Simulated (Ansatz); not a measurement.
## Run report: Ti16H2O, geometry relaxation (part 3 of 3)

Continued. System: Ti16H2O (slab, 19 atoms in the cell). Method: DFT PBE+D3(BJ), scalar-relativistic, plane waves, PAW, no spin polarisation (Ansatz 0.2.0); cutoff 420 eV, 4×4×1 k-mesh, Gaussian smearing of 0.1 eV. The structure derives from an entry of the Crystallography Open Database. The input holds or restrains some coordinates. Forces given for the steps count only the free coordinates. It belongs to a series of runs on one base structure; here: 1 H2O a cell, tilted, over a Ti atom of a lower plane.

Geometry of the input (Å; fractional positions):
```
5.7103  0.0000  0.0000
0.0000  5.7103  0.0000
0.0000  0.0000  25.0150
Ti 0.2500  0.2500  0.3198
Ti 0.2500  0.7500  0.3198
Ti 0.7500  0.2500  0.3198
Ti 0.7500  0.7500  0.3198
Ti 0.5000  0.5000  0.4005
Ti 0.5000  0.0000  0.4005
Ti 0.0000  0.5000  0.4005
Ti 0.0000  0.0000  0.4005
Ti 0.7500  0.7500  0.4854
Ti 0.7500  0.2500  0.4854
Ti 0.2500  0.7500  0.4854
Ti 0.2500  0.2500  0.4854
Ti 0.0000  0.0000  0.5617
Ti 0.0000  0.5000  0.5617
Ti 0.5000  0.0000  0.5617
Ti 0.5000  0.5000  0.5617
O  0.6358  0.6496  0.6623
H  0.7500  0.7500  0.6433
H  0.5334  0.7611  0.6816
```

## Trajectory as extended XYZ, continued
```
19
Lattice="5.7103 0.0000 0.0000 0.0000 5.7103 0.0000 0.0000 0.0000 25.0150" Properties=species:S:1:pos:R:3:forces:R:3 step=5 energy=-40594.13505
Ti    1.4276    1.4276    8.0000    0.0014   0.0087   0.5053
Ti    1.4276    4.2827    8.0000   -0.0100  -0.0083   0.4975
Ti    4.2827    1.4276    8.0000   -0.0022   0.0045   0.4845
Ti    4.2827    4.2827    8.0000    0.0074  -0.0065   0.5030
Ti    2.8551    2.8551   10.0189    0.0329   0.0129  -0.5224
Ti    2.8551    0.0000   10.0189    0.0669  -0.0021  -0.5419
Ti    0.0000    2.8551   10.0189    0.0221   0.0757  -0.5115
Ti    0.0000    0.0000   10.0189    0.0054  -0.0263  -0.4176
Ti    4.2968    4.2863   12.1458    0.0155   0.0070  -0.0045
Ti    4.2972    1.4366   12.1306    0.0183  -0.0058   0.0027
Ti    1.4540    4.2883   12.1296   -0.0142   0.0149  -0.0042
Ti    1.4487    1.4345   12.1166   -0.0147  -0.0113  -0.0049
Ti    0.0321   -0.0082   14.0194    0.0025  -0.0152  -0.0108
Ti    0.0636    2.8478   14.0037   -0.0248  -0.0013  -0.0004
Ti    2.8770    0.0636   14.0131   -0.0171  -0.0139  -0.0010
Ti    2.8882    2.9033   14.1713    0.0155   0.0379   0.0333
O     3.2536    3.5248   16.2744   -0.2166   0.1781   0.1919
H     4.0526    4.1150   16.1572   -0.1019  -0.0366   0.0307
H     2.5491    4.0816   16.6904    0.2137  -0.2116  -0.2337
19
Lattice="5.7103 0.0000 0.0000 0.0000 5.7103 0.0000 0.0000 0.0000 25.0150" Properties=species:S:1:pos:R:3:forces:R:3 step=7 energy=-40594.17756
Ti    1.4276    1.4276    8.0000    0.0056   0.0103   0.4952
Ti    1.4276    4.2827    8.0000   -0.0033  -0.0072   0.4996
Ti    4.2827    1.4276    8.0000   -0.0055   0.0094   0.4814
Ti    4.2827    4.2827    8.0000    0.0030  -0.0061   0.4971
Ti    2.8551    2.8551   10.0189    0.0199   0.0125  -0.5226
Ti    2.8551    0.0000   10.0189    0.0379  -0.0032  -0.5198
Ti    0.0000    2.8551   10.0189    0.0074   0.0554  -0.5268
Ti    0.0000    0.0000   10.0189    0.0002  -0.0127  -0.4195
Ti    4.2926    4.2885   12.1386    0.0137  -0.0034  -0.0334
Ti    4.2949    1.4339   12.1296    0.0163   0.0097  -0.0175
Ti    1.4374    4.2896   12.1253   -0.0086   0.0006  -0.0098
Ti    1.4349    1.4352   12.1166   -0.0165  -0.0011   0.0014
Ti    0.0162   -0.0165   14.0171   -0.0124   0.0026   0.0205
Ti    0.0372    2.8498   14.0083   -0.0377   0.0026  -0.0422
Ti    2.8619    0.0666   13.9926   -0.0015  -0.0698   0.0698
Ti    2.8756    2.9084   14.1762   -0.0024   0.0315   0.0160
O     3.0153    3.3534   16.3329   -0.0070   0.0546   0.0689
H     3.8130    3.9475   16.3186   -0.1047  -0.0274   0.0202
H     2.2460    3.9321   16.5523    0.0977  -0.0568  -0.0812
19
Lattice="5.7103 0.0000 0.0000 0.0000 5.7103 0.0000 0.0000 0.0000 25.0150" Properties=species:S:1:pos:R:3:forces:R:3 step=8 energy=-40594.18712
Ti    1.4276    1.4276    8.0000    0.0077   0.0107   0.4849
Ti    1.4276    4.2827    8.0000    0.0006  -0.0058   0.4996
Ti    4.2827    1.4276    8.0000   -0.0080   0.0103   0.4814
Ti    4.2827    4.2827    8.0000   -0.0012  -0.0048   0.4997
Ti    2.8551    2.8551   10.0189   -0.0025  -0.0063  -0.5136
Ti    2.8551    0.0000   10.0189    0.0041  -0.0104  -0.5258
Ti    0.0000    2.8551   10.0189   -0.0034   0.0141  -0.5060
Ti    0.0000    0.0000   10.0189   -0.0059  -0.0087  -0.4183
Ti    4.2839    4.2836   12.1266   -0.0180  -0.0012  -0.0077
Ti    4.2841    1.4221   12.1306    0.0071   0.0201  -0.0078
Ti    1.4227    4.2836   12.1242    0.0239   0.0107  -0.0089
Ti    1.4232    1.4240   12.1264   -0.0028   0.0027   0.0027
Ti   -0.0035   -0.0266   14.0240    0.0061  -0.0072  -0.0048
Ti    0.0034    2.8480   13.9982    0.0240   0.0245   0.0190
Ti    2.8504    0.0383   14.0044   -0.0028  -0.0178   0.0043
Ti    2.8578    2.8971   14.1814   -0.0093  -0.0081   0.0284
O     2.9253    3.2500   16.3677   -0.1665   0.1610   0.0028
H     3.6862    3.8866   16.3962   -0.0743  -0.0567   0.0063
H     2.1113    3.8076   16.4866    0.2218  -0.1270  -0.0367
19
Lattice="5.7103 0.0000 0.0000 0.0000 5.7103 0.0000 0.0000 0.0000 25.0150" Properties=species:S:1:pos:R:3:forces:R:3 step=9 energy=-40594.18744
Ti    1.4276    1.4276    8.0000    0.0075   0.0100   0.4795
Ti    1.4276    4.2827    8.0000    0.0013  -0.0037   0.5016
Ti    4.2827    1.4276    8.0000   -0.0072   0.0099   0.4803
Ti    4.2827    4.2827    8.0000   -0.0009  -0.0040   0.4990
Ti    2.8551    2.8551   10.0189    0.0008  -0.0087  -0.5111
Ti    2.8551    0.0000   10.0189   -0.0028  -0.0079  -0.5286
Ti    0.0000    2.8551   10.0189   -0.0015  -0.0020  -0.5002
Ti    0.0000    0.0000   10.0189   -0.0002  -0.0005  -0.4150
Ti    4.2833    4.2827   12.1212   -0.0105   0.0109  -0.0022
Ti    4.2856    1.4228   12.1319   -0.0044  -0.0050  -0.0006
Ti    1.4260    4.2840   12.1212    0.0095  -0.0032   0.0002
Ti    1.4242    1.4216   12.1311    0.0017   0.0106   0.0067
Ti   -0.0034   -0.0274   14.0241    0.0132  -0.0034   0.0005
Ti    0.0013    2.8554   13.9969   -0.0286   0.0166   0.0176
Ti    2.8527    0.0218   14.0109    0.0029  -0.0039  -0.0238
Ti    2.8546    2.8861   14.1826    0.0061  -0.0050   0.0286
O     2.8192    3.1839   16.3783    0.0691   0.3006  -0.0142
H     3.6373    3.7454   16.4670   -0.2665  -0.1444  -0.0172
H     2.0572    3.8250   16.4226    0.2115  -0.1659  -0.0035
19
Lattice="5.7103 0.0000 0.0000 0.0000 5.7103 0.0000 0.0000 0.0000 25.0150" Properties=species:S:1:pos:R:3:forces:R:3 step=10 energy=-40594.19021
Ti    1.4276    1.4276    8.0000    0.0071   0.0098   0.4794
Ti    1.4276    4.2827    8.0000    0.0005  -0.0036   0.5003
Ti    4.2827    1.4276    8.0000   -0.0070   0.0102   0.4796
Ti    4.2827    4.2827    8.0000   -0.0005  -0.0041   0.4998
Ti    2.8551    2.8551   10.0189   -0.0002  -0.0026  -0.5124
Ti    2.8551    0.0000   10.0189   -0.0001  -0.0028  -0.5228
Ti    0.0000    2.8551   10.0189    0.0011   0.0046  -0.5102
Ti    0.0000    0.0000   10.0189    0.0012   0.0045  -0.4155
Ti    4.2833    4.2863   12.1205    0.0051  -0.0041  -0.0043
Ti    4.2870    1.4263   12.1306    0.0011   0.0003   0.0009
Ti    1.4277    4.2858   12.1204   -0.0067  -0.0016  -0.0036
Ti    1.4243    1.4273   12.1310   -0.0033  -0.0025  -0.0001
Ti    0.0007   -0.0240   14.0221   -0.0037   0.0078   0.0056
Ti   -0.0001    2.8614   14.0013    0.0077   0.0009  -0.0173
Ti    2.8547    0.0253   14.0035    0.0058  -0.0208   0.0143
Ti    2.8569    2.8866   14.1802   -0.0086   0.0072   0.0093
O     2.8492    3.1805   16.3710   -0.0381   0.1446   0.0035
H     3.6414    3.7709   16.4523   -0.0866  -0.0567  -0.0015
H     2.0667    3.7885   16.4376    0.1233  -0.0909  -0.0033
19
Lattice="5.7103 0.0000 0.0000 0.0000 5.7103 0.0000 0.0000 0.0000 25.0150" Properties=species:S:1:pos:R:3:forces:R:3 step=11 energy=-40594.19106
Ti    1.4276    1.4276    8.0000    0.0068   0.0097   0.4788
Ti    1.4276    4.2827    8.0000    0.0007  -0.0038   0.4998
Ti    4.2827    1.4276    8.0000   -0.0068   0.0098   0.4789
Ti    4.2827    4.2827    8.0000   -0.0006  -0.0039   0.4994
Ti    2.8551    2.8551   10.0189   -0.0004  -0.0057  -0.5103
Ti    2.8551    0.0000   10.0189   -0.0008  -0.0036  -0.5280
Ti    0.0000    2.8551   10.0189    0.0000  -0.0008  -0.5062
Ti    0.0000    0.0000   10.0189    0.0000   0.0041  -0.4158
Ti    4.2827    4.2852   12.1196    0.0025   0.0008  -0.0008
Ti    4.2857    1.4244   12.1312    0.0023   0.0017   0.0021
Ti    1.4273    4.2853   12.1196   -0.0010   0.0018   0.0003
Ti    1.4243    1.4249   12.1314   -0.0008  -0.0006   0.0021
Ti    0.0004   -0.0223   14.0239   -0.0013  -0.0024  -0.0062
Ti   -0.0004    2.8627   13.9971   -0.0012   0.0023   0.0026
Ti    2.8555    0.0190   14.0064   -0.0001  -0.0064   0.0021
Ti    2.8551    2.8829   14.1810   -0.0005   0.0031   0.0074
O     2.8484    3.1642   16.3756    0.0009  -0.0100  -0.0083
H     3.6360    3.7534   16.4679    0.0127   0.0036   0.0008
H     2.0676    3.7647   16.4575   -0.0123   0.0007   0.0019
19
Lattice="5.7103 0.0000 0.0000 0.0000 5.7103 0.0000 0.0000 0.0000 25.0150" Properties=species:S:1:pos:R:3:forces:R:3 step=12 energy=-40594.19106
Ti    1.4276    1.4276    8.0000    0.0068   0.0097   0.4788
Ti    1.4276    4.2827    8.0000    0.0007  -0.0038   0.4998
Ti    4.2827    1.4276    8.0000   -0.0068   0.0098   0.4789
Ti    4.2827    4.2827    8.0000   -0.0006  -0.0039   0.4995
Ti    2.8551    2.8551   10.0189   -0.0004  -0.0057  -0.5103
Ti    2.8551    0.0000   10.0189   -0.0008  -0.0036  -0.5280
Ti    0.0000    2.8551   10.0189    0.0000  -0.0007  -0.5062
Ti    0.0000    0.0000   10.0189    0.0000   0.0041  -0.4158
Ti    4.2827    4.2852   12.1196    0.0024   0.0008  -0.0009
Ti    4.2857    1.4244   12.1312    0.0023   0.0017   0.0020
Ti    1.4273    4.2853   12.1196   -0.0010   0.0018   0.0002
Ti    1.4243    1.4249   12.1314   -0.0008  -0.0006   0.0021
Ti    0.0004   -0.0223   14.0239   -0.0013  -0.0023  -0.0063
Ti   -0.0004    2.8627   13.9971   -0.0012   0.0022   0.0026
Ti    2.8555    0.0190   14.0064   -0.0001  -0.0064   0.0020
Ti    2.8551    2.8829   14.1810   -0.0005   0.0031   0.0074
O     2.8484    3.1642   16.3756    0.0009  -0.0101  -0.0084
H     3.6360    3.7534   16.4679    0.0127   0.0035   0.0008
H     2.0676    3.7647   16.4575   -0.0123   0.0006   0.0020
```

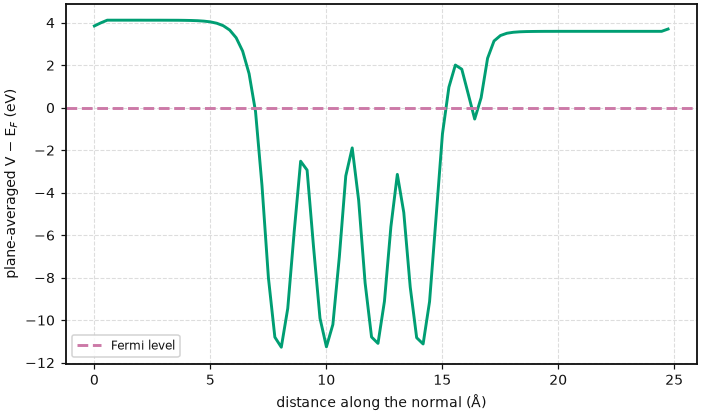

Fig. 1: Plane average of the electrostatic potential energy of an electron across the cell, from the Fermi level. The vacuum level lies 3.60 eV above the Fermi level on the upper side and 4.12 eV on the lower.

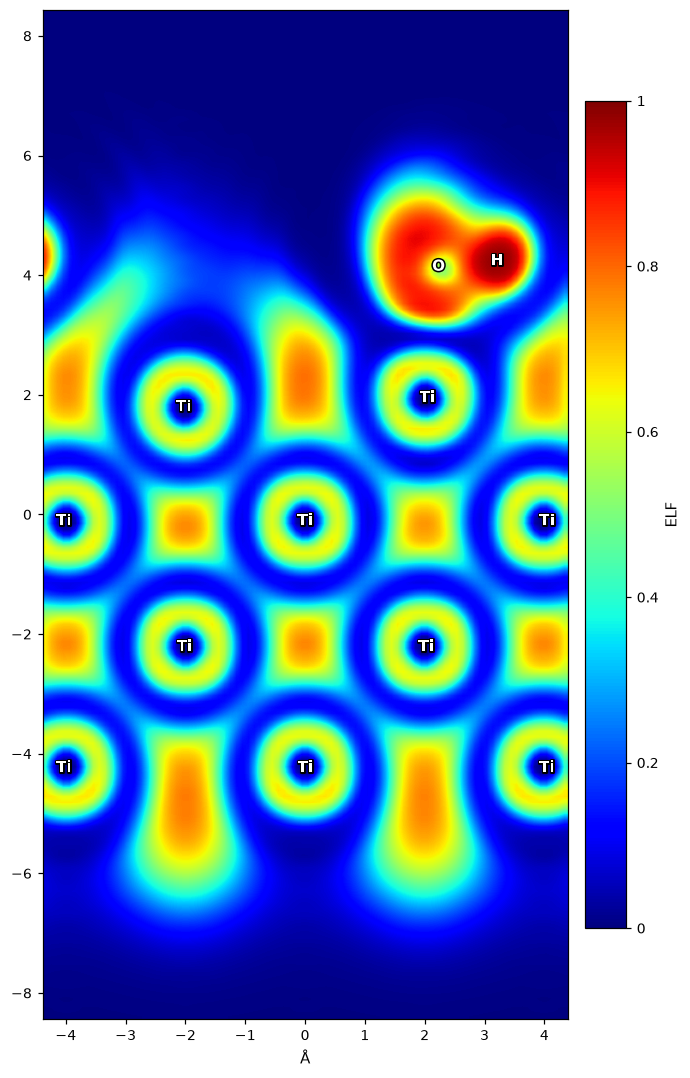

Fig. 2: Electron localisation function on the (11̄0) plane of the calculation cell, a cut from vacuum to vacuum. The section cuts through Ti, O and H sites. O–H (0.99 Å): the ELF climbs to about 1 towards the hydrogen, as it does in any bond to H; a covalent bond by its length. Ti–O (2.21 Å): the ELF is about 0.15 at the midpoint (a polar contact without a shared pair, in a metal). Ti–Ti (2.76 Å): the ELF is about 0.20 at the midpoint; no shared electron pair. Ti–Ti (2.86 Å): the ELF is about 0.25 at the midpoint; no shared electron pair. Ti–Ti (2.86 Å): the ELF is about 0.25 at the midpoint (no shared electron pair). The strong features right at Ti lie inside the PAW spheres (semicore, d or f shells) and say nothing about bonding. Core electrons are frozen (PAW), so the fields are smoothed inside the atomic spheres.

## Summary

| quantity | value |
| --- | --- |
| outcome | converged under the restraints of the input |
| electrons treated | 200 |
| free energy | −40594.1911 eV |
| work function, top face | 3.60 eV |
| work function, bottom face | 4.12 eV |
| Fermi energy | 2.289 eV |
| gap on the k-point mesh | none (metallic) |
| final volume | 815.67 Å³ |
| work function (upper face) | 3.60 eV |
| largest force (length of the vector) at the end, held atoms and coordinates included | 0.528 eV/Å |
| wall time | 8.1 min (CPU time 32 min) |
| peak memory | 2.3 GiB |

The program warns: the exchange-correlation potential is rough where the density is thin.
